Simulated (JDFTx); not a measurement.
## Geometry relaxation, with input and output: MgB$_{2}$ (part 1 of 2)

System: MgB$_{2}$ (P6/mmm, 3 atoms in the cell).
Method: Kohn-Sham DFT of a periodic cell, r2SCAN, SG15-PBE-1.2, no spin polarisation (JDFTx 1.7.0 (patched build)).

The structure derives from an entry of the Crystallography Open Database.

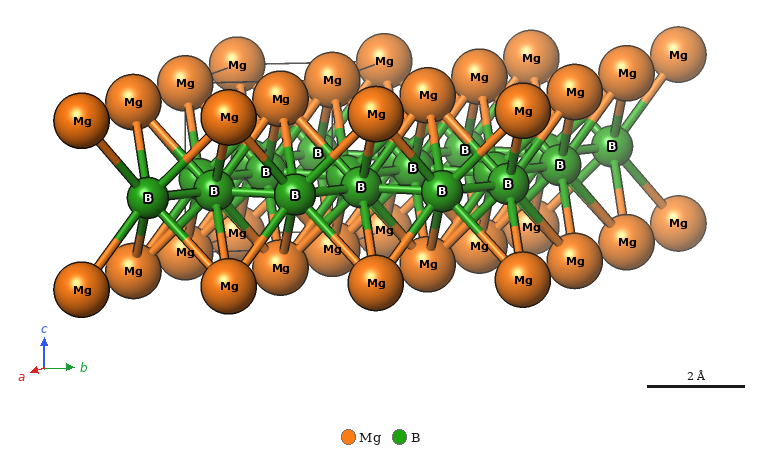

Fig. 1: The input geometry (ball-and-stick view of the cell of the calculation, repeated 3 × 3 × 1, seen slightly off an axis).

Key numbers:

| quantity | value |
| --- | --- |
| outcome | converged |
| space group (tolerance 0.01 Å) | P6/mmm (191) |
| electrons treated | 16 |
| free energy | −1634.1970 eV |
| Fermi energy | 9.864 eV |
| gap on the k-point mesh | none (metallic) |
| pressure | −0.01 GPa |
| final volume | 28.46 Å³ |
| largest force (length of the vector) at the end | under 0.001 eV/Å |
| final cell | a = 3.084 Å, b = 3.084 Å, c = 3.454 Å, α = 90.00°, β = 90.00°, γ = 120.00° |
| hardware | 1 thread of Arm Neoverse V1, 24 GiB of memory available, shared host |
| wall time | 7 min |
| peak memory | 0.11 GiB |

Remarks:

Points of doubt noted for this run: coarse mesh; metagga forces on grid.

Input:
```
lattice \
    5.8298050945    -2.9149025472     0.0000000000 \
    0.0000000000     5.0487593110     0.0000000000 \
    0.0000000000     0.0000000000     6.6575051371
coords-type Cartesian
ion Mg     0.0000000000     0.0000000000     0.0000000000 1
ion B      2.9149025475     1.6829197702     3.3287525685 1
ion B     -0.0000000003     3.3658395408     3.3287525685 1

ion-species pseudo/Mg.upf
ion-species pseudo/B.upf
elec-cutoff 40 320
elec-ex-corr mgga-x-r2scan mgga-c-r2scan
kpoint-folding 6 6 5
elec-smearing Fermi 0.0018374661
elec-n-bands 14
electronic-SCF nIterations 100 energyDiffThreshold 1e-09
electronic-minimize nIterations 30 energyDiffThreshold 1e-7
forces-output-coords Cartesian
lattice-minimize nIterations 40 energyDiffThreshold 1e-6

dump-name run.$VAR
dump End Ecomponents EigStats BandEigs Kpoints Forces Stress ElecDensity KEdensity
```

Launched with:
```bash
jdftx -c 1 -i MgB2.in -o MgB2.out
```

What the program printed:
```
*************** JDFTx 1.7.0 (patched build) ***************

Input parsed successfully to the following command list (including defaults):
[... the input with its defaults ...]

---------- Setting up symmetries ----------

Found 24 point-group symmetries of the bravais lattice
Found 24 space-group symmetries with basis
Applied RMS atom displacement 2.5784e-10 bohrs to make symmetries exact.

---------- Initializing the Grid ----------
R =
[      5.82981      -2.9149            0  ]
[            0      5.04876            0  ]
[            0            0      6.65751  ]
unit cell volume = 195.952
G =
[    1.07777    0.62225         -0  ]
[          0     1.2445          0  ]
[          0         -0   0.943775  ]
Minimum fftbox size, Smin = [  48  48  56  ]
Chosen fftbox size, S = [  48  48  56  ]

---------- Initializing tighter grid for wavefunction operations ----------
R =
[      5.82981      -2.9149            0  ]
[            0      5.04876            0  ]
[            0            0      6.65751  ]
unit cell volume = 195.952
G =
[    1.07777    0.62225         -0  ]
[          0     1.2445          0  ]
[          0         -0   0.943775  ]
Minimum fftbox size, Smin = [  36  36  40  ]
Chosen fftbox size, S = [  36  36  40  ]

---------- Exchange Correlation functional ----------
Initialized LibXC exchange functional 'Re-regularized SCAN exchange by Furness et al'
Initialized LibXC correlation functional 'Re-regularized SCAN correlation by Furness et al'

---------- Setting up pseudopotentials ----------
Width of ionic core gaussian charges (only for fluid interactions / plotting) set to 0

Reading pseudopotential file 'pseudo/Mg.upf':
  'Mg' pseudopotential, 'PBE' functional
  Generated using ONCVPSP code by D. R. Hamann
  10 valence electrons, 0 orbitals, 4 projectors, 602 radial grid points, with lMax = 1
  Core radius for overlap checks: 2.17 bohrs.

Reading pseudopotential file 'pseudo/B.upf':
  'B' pseudopotential, 'PBE' functional
  Generated using ONCVPSP code by D. R. Hamann
  3 valence electrons, 0 orbitals, 4 projectors, 602 radial grid points, with lMax = 1
  Core radius for overlap checks: 1.60 bohrs.

Initialized 2 species with 3 total atoms.

Folded 1 k-points by 6x6x5 to 180 k-points.

---------- Setting up k-points, bands, fillings ----------
Reduced to 21 k-points under symmetry.
Computing the number of bands and number of electrons
Calculating initial fillings.
nElectrons:  16.000000   nBands: 14   nStates: 21

----- Setting up reduced wavefunction bases (one per k-point) -----
average nbasis = 2367.028 , ideal nbasis = 2367.741

---------- Setting up ewald sum ----------
Optimum gaussian width for ewald sums = 1.929478 bohr.
Real space sum over 1089 unit cells with max indices [  5  5  4  ]
Reciprocal space sum over 2535 terms with max indices [  6  6  7  ]

---------- Allocating electronic variables ----------
Initializing wave functions:  (No orbitals for LCAO)  bandwidth-limited random numbers

--------- Lattice Minimization ---------

Setting the auxilliary hamiltonian equal to the subspace hamiltonian.

-------- Electronic minimization -----------
Will mix electronic and kinetic density at each iteration.
	FillingsUpdate:  mu: +0.770457094  nElectrons: 16.000000
	FillingsUpdate:  mu: +0.202104914  nElectrons: 16.000000
SCF: Cycle:  0   F: -50.100565912301001   dF: -1.922e+01   |Residual|: 9.571e+00   |deigs|: 2.179e+00
	FillingsUpdate:  mu: +0.324349666  nElectrons: 16.000000
SCF: Cycle:  1   F: -57.565764045478311   dF: -7.465e+00   |Residual|: 9.096e+00   |deigs|: 6.114e-01
	FillingsUpdate:  mu: +0.329834518  nElectrons: 16.000000
SCF: Cycle:  2   F: -59.935984430202588   dF: -2.370e+00   |Residual|: 1.326e+00   |deigs|: 8.435e-01
	FillingsUpdate:  mu: +0.331226930  nElectrons: 16.000000
SCF: Cycle:  3   F: -60.023129452060033   dF: -8.715e-02   |Residual|: 1.625e+00   |deigs|: 2.536e-01
	FillingsUpdate:  mu: +0.344454691  nElectrons: 16.000000
SCF: Cycle:  4   F: -60.036858557742065   dF: -1.373e-02   |Residual|: 1.074e+00   |deigs|: 3.597e-02
	FillingsUpdate:  mu: +0.354658442  nElectrons: 16.000000
SCF: Cycle:  5   F: -60.054749756294797   dF: -1.789e-02   |Residual|: 3.591e-01   |deigs|: 9.417e-02
	FillingsUpdate:  mu: +0.356002597  nElectrons: 16.000000
SCF: Cycle:  6   F: -60.054768426388691   dF: -1.867e-05   |Residual|: 7.525e-02   |deigs|: 1.031e-02
	FillingsUpdate:  mu: +0.355553053  nElectrons: 16.000000
SCF: Cycle:  7   F: -60.055158568114734   dF: -3.901e-04   |Residual|: 4.064e-02   |deigs|: 4.956e-03
	FillingsUpdate:  mu: +0.354996546  nElectrons: 16.000000
SCF: Cycle:  8   F: -60.055267113186176   dF: -1.085e-04   |Residual|: 3.120e-02   |deigs|: 1.766e-03
	FillingsUpdate:  mu: +0.354990303  nElectrons: 16.000000
SCF: Cycle:  9   F: -60.055273135294016   dF: -6.022e-06   |Residual|: 7.783e-03   |deigs|: 9.432e-04
	FillingsUpdate:  mu: +0.354925907  nElectrons: 16.000000
SCF: Cycle: 10   F: -60.055275508993269   dF: -2.374e-06   |Residual|: 9.250e-04   |deigs|: 3.169e-04
	FillingsUpdate:  mu: +0.354905939  nElectrons: 16.000000
SCF: Cycle: 11   F: -60.055275575752148   dF: -6.676e-08   |Residual|: 3.649e-04   |deigs|: 1.486e-04
	FillingsUpdate:  mu: +0.354910647  nElectrons: 16.000000
SCF: Cycle: 12   F: -60.055275632806435   dF: -5.705e-08   |Residual|: 8.883e-05   |deigs|: 1.108e-04
	FillingsUpdate:  mu: +0.354911685  nElectrons: 16.000000
SCF: Cycle: 13   F: -60.055275634237226   dF: -1.431e-09   |Residual|: 4.769e-05   |deigs|: 8.960e-05
	FillingsUpdate:  mu: +0.354912059  nElectrons: 16.000000
SCF: Cycle: 14   F: -60.055275634715407   dF: -4.782e-10   |Residual|: 4.074e-05   |deigs|: 8.785e-05
	FillingsUpdate:  mu: +0.354912297  nElectrons: 16.000000
SCF: Cycle: 15   F: -60.055275634786518   dF: -7.111e-11   |Residual|: 1.513e-05   |deigs|: 9.666e-05
SCF: Converged (|Delta E|<1.000000e-09 for 2 iters).

Setting wave functions to eigenvectors of Hamiltonian
# Lattice vectors:
R =
[      5.82981      -2.9149            0  ]
[            0      5.04876            0  ]
[            0            0      6.65751  ]
unit cell volume = 195.952

# Strain tensor in Cartesian coordinates:
[            0            0            0  ]
[            0            0            0  ]
[            0            0            0  ]

# Stress tensor in Cartesian coordinates [Eh/a0^3]:
[  2.41617e-05            0            0  ]
[            0  2.41617e-05            0  ]
[            0            0   0.00017137  ]

# Ionic positions in cartesian coordinates:
ion Mg  -0.000000000033333  -0.000000000000000  -0.000000000033334 1
ion B   2.914902547233333   1.682919770333333   3.328752568516666 1
ion B  -0.000000000000000   3.365839540666666   3.328752568516666 1

# Forces in Cartesian coordinates:
force Mg   0.000000000000000   0.000000000000000   0.000000000000000 1
force B   0.000000000000000  -0.000000000000000   0.000000000000000 1
force B  -0.000000000000000  -0.000000000000000   0.000000000000000 1

# Energy components:
   Eewald =      -36.9279620084457108
       EH =       15.2514677964180603
     Eloc =      -49.1301638879214764
      Enl =       -8.7836241446928529
      Exc =       -9.2293595774742414
       KE =       28.7647945630477437
-------------------------------------
     Etot =      -60.0548472590684668
       TS =        0.0004283757180527
-------------------------------------
        F =      -60.0552756347865184

LatticeMinimize: Iter:   0  F: -60.055275634786518  |grad|_K:  5.895e-03

-------- Electronic minimization -----------
Will mix electronic and kinetic density at each iteration.
	FillingsUpdate:  mu: +0.354912297  nElectrons: 16.000000
	FillingsUpdate:  mu: +0.355469046  nElectrons: 16.000000
SCF: Cycle:  0   F: -60.055308377967165   dF: -3.245e-05   |Residual|: 1.644e-02   |deigs|: 1.759e-04
	FillingsUpdate:  mu: +0.355457309  nElectrons: 16.000000
SCF: Cycle:  1   F: -60.055309192127773   dF: -8.142e-07   |Residual|: 8.983e-03   |deigs|: 4.049e-04
	FillingsUpdate:  mu: +0.355443831  nElectrons: 16.000000
SCF: Cycle:  2   F: -60.055309523173626   dF: -3.310e-07   |Residual|: 1.920e-03   |deigs|: 4.656e-04
	FillingsUpdate:  mu: +0.355443577  nElectrons: 16.000000
SCF: Cycle:  3   F: -60.055309576703287   dF: -5.353e-08   |Residual|: 1.579e-03   |deigs|: 1.692e-04
	FillingsUpdate:  mu: +0.355436840  nElectrons: 16.000000
SCF: Cycle:  4   F: -60.055309596495185   dF: -1.979e-08   |Residual|: 3.196e-04   |deigs|: 8.500e-05
	FillingsUpdate:  mu: +0.355433834  nElectrons: 16.000000
SCF: Cycle:  5   F: -60.055309602750562   dF: -6.255e-09   |Residual|: 5.441e-05   |deigs|: 6.236e-05
	FillingsUpdate:  mu: +0.355430481  nElectrons: 16.000000
SCF: Cycle:  6   F: -60.055309605201565   dF: -2.451e-09   |Residual|: 1.469e-04   |deigs|: 6.322e-05
	FillingsUpdate:  mu: +0.355430194  nElectrons: 16.000000
SCF: Cycle:  7   F: -60.055309605495317   dF: -2.938e-10   |Residual|: 3.521e-05   |deigs|: 7.987e-05
	FillingsUpdate:  mu: +0.355429830  nElectrons: 16.000000
SCF: Cycle:  8   F: -60.055309605592214   dF: -9.690e-11   |Residual|: 3.551e-05   |deigs|: 8.275e-05
SCF: Converged (|Delta E|<1.000000e-09 for 2 iters).

Setting wave functions to eigenvectors of Hamiltonian
LatticeMinimize: 	Wolfe criterion not satisfied: alpha: 1  (E-E0)/|gdotd0|: -0.977467  gdotd/gdotd0: 0.952875 (taking cubic step)

-------- Electronic minimization -----------
Will mix electronic and kinetic density at each iteration.
	FillingsUpdate:  mu: +0.355429830  nElectrons: 16.000000
	FillingsUpdate:  mu: +0.356537957  nElectrons: 16.000000
SCF: Cycle:  0   F: -60.055368342213214   dF: -1.305e-04   |Residual|: 3.350e-02   |deigs|: 1.411e-04
	FillingsUpdate:  mu: +0.356517051  nElectrons: 16.000000
SCF: Cycle:  1   F: -60.055371009146036   dF: -2.667e-06   |Residual|: 1.801e-02   |deigs|: 8.063e-04
	FillingsUpdate:  mu: +0.356492935  nElectrons: 16.000000
SCF: Cycle:  2   F: -60.055372330382518   dF: -1.321e-06   |Residual|: 3.760e-03   |deigs|: 9.093e-04
	FillingsUpdate:  mu: +0.356488645  nElectrons: 16.000000
SCF: Cycle:  3   F: -60.055372514355263   dF: -1.840e-07   |Residual|: 3.546e-03   |deigs|: 3.384e-04
	FillingsUpdate:  mu: +0.356475001  nElectrons: 16.000000
SCF: Cycle:  4   F: -60.055372595104629   dF: -8.075e-08   |Residual|: 6.980e-04   |deigs|: 1.408e-04
	FillingsUpdate:  mu: +0.356469410  nElectrons: 16.000000
SCF: Cycle:  5   F: -60.055372619516319   dF: -2.441e-08   |Residual|: 1.106e-04   |deigs|: 5.046e-05
	FillingsUpdate:  mu: +0.356462689  nElectrons: 16.000000
SCF: Cycle:  6   F: -60.055372628573217   dF: -9.057e-09   |Residual|: 3.251e-04   |deigs|: 4.620e-05
	FillingsUpdate:  mu: +0.356462225  nElectrons: 16.000000
SCF: Cycle:  7   F: -60.055372629606381   dF: -1.033e-09   |Residual|: 9.024e-05   |deigs|: 5.047e-05
	FillingsUpdate:  mu: +0.356461288  nElectrons: 16.000000
SCF: Cycle:  8   F: -60.055372630051977   dF: -4.456e-10   |Residual|: 7.477e-05   |deigs|: 5.091e-05
	FillingsUpdate:  mu: +0.356461169  nElectrons: 16.000000
SCF: Cycle:  9   F: -60.055372630099164   dF: -4.719e-11   |Residual|: 1.189e-05   |deigs|: 5.282e-05
SCF: Converged (|Delta E|<1.000000e-09 for 2 iters).

Setting wave functions to eigenvectors of Hamiltonian
# Lattice vectors:
R =
[      5.82735     -2.91368            0  ]
[ -2.43028e-14      5.04663            0  ]
[            0            0      6.63764  ]
unit cell volume = 195.203

# Strain tensor in Cartesian coordinates:
[ -0.000420976            0            0  ]
[            0 -0.000420976            0  ]
[            0            0  -0.00298414  ]

# Stress tensor in Cartesian coordinates [Eh/a0^3]:
[  1.17734e-05            0            0  ]
[            0  1.17734e-05            0  ]
[            0            0  0.000150024  ]

# Ionic positions in cartesian coordinates:
ion Mg  -0.000000000033319  -0.000000000000000  -0.000000000033234 1
ion B   2.913675442015465   1.682211300805440   3.318819111197899 1
ion B  -0.000000000000014   3.364422601610903   3.318819111197899 1

# Forces in Cartesian coordinates:
force Mg  -0.000000000000000   0.000000000000000  -0.000000000000000 1
force B  -0.000000000000000  -0.000000000000000   0.000000000000000 1
force B  -0.000000000000000  -0.000000000000000   0.000000000000000 1

# Energy components:
   Eewald =      -36.9756508936054402
       EH =       15.2320914394189018
     Eloc =      -49.0677267653874480
      Enl =       -8.7848855415265170
      Exc =       -9.2317613430590235
       KE =       28.7729520552814364
-------------------------------------
     Etot =      -60.0549810488780906
       TS =        0.0003915812210745
-------------------------------------
        F =      -60.0553726300991642

LatticeMinimize: Iter:   1  F: -60.055372630099164  |grad|_K:  5.073e-03  alpha:  3.000e+00  linmin: -9.963e-01

-------- Electronic minimization -----------
Will mix electronic and kinetic density at each iteration.
	FillingsUpdate:  mu: +0.356461169  nElectrons: 16.000000
	FillingsUpdate:  mu: +0.363166486  nElectrons: 16.000000
SCF: Cycle:  0   F: -60.055442549512001   dF: -6.745e-03   |Residual|: 2.160e-01   |deigs|: 5.160e-04
	FillingsUpdate:  mu: +0.363088943  nElectrons: 16.000000
SCF: Cycle:  1   F: -60.055559775274197   dF: -1.172e-04   |Residual|: 1.172e-01   |deigs|: 5.022e-03
	FillingsUpdate:  mu: +0.362970300  nElectrons: 16.000000
SCF: Cycle:  2   F: -60.055613010165366   dF: -5.323e-05   |Residual|: 2.846e-02   |deigs|: 5.672e-03
	FillingsUpdate:  mu: +0.362918137  nElectrons: 16.000000
SCF: Cycle:  3   F: -60.055618393747146   dF: -5.384e-06   |Residual|: 1.110e-02   |deigs|: 1.524e-03
	FillingsUpdate:  mu: +0.362776635  nElectrons: 16.000000
SCF: Cycle:  4   F: -60.055620480319561   dF: -2.087e-06   |Residual|: 5.522e-03   |deigs|: 2.139e-04
	FillingsUpdate:  mu: +0.362730211  nElectrons: 16.000000
SCF: Cycle:  5   F: -60.055621003874670   dF: -5.236e-07   |Residual|: 3.582e-03   |deigs|: 5.605e-05
	FillingsUpdate:  mu: +0.362673637  nElectrons: 16.000000
SCF: Cycle:  6   F: -60.055621302846660   dF: -2.990e-07   |Residual|: 1.032e-03   |deigs|: 1.484e-04
	FillingsUpdate:  mu: +0.362663002  nElectrons: 16.000000
SCF: Cycle:  7   F: -60.055621332678207   dF: -2.983e-08   |Residual|: 5.485e-04   |deigs|: 4.073e-05
	FillingsUpdate:  mu: +0.362657118  nElectrons: 16.000000
SCF: Cycle:  8   F: -60.055621339392161   dF: -6.714e-09   |Residual|: 8.470e-05   |deigs|: 3.460e-05
	FillingsUpdate:  mu: +0.362655636  nElectrons: 16.000000
SCF: Cycle:  9   F: -60.055621340167882   dF: -7.757e-10   |Residual|: 6.471e-05   |deigs|: 1.195e-05
	FillingsUpdate:  mu: +0.362655675  nElectrons: 16.000000
SCF: Cycle: 10   F: -60.055621340274094   dF: -1.062e-10   |Residual|: 2.453e-05   |deigs|: 1.283e-05
SCF: Converged (|Delta E|<1.000000e-09 for 2 iters).

Setting wave functions to eigenvectors of Hamiltonian
# Lattice vectors:
R =
[       5.8219     -2.91095            0  ]
[ -7.82287e-14      5.04191            0  ]
[            0            0      6.54377  ]
unit cell volume = 192.083

# Strain tensor in Cartesian coordinates:
[  -0.00135619 -1.34039e-14            0  ]
[ -1.34188e-14  -0.00135619            0  ]
[            0            0   -0.0170837  ]
```
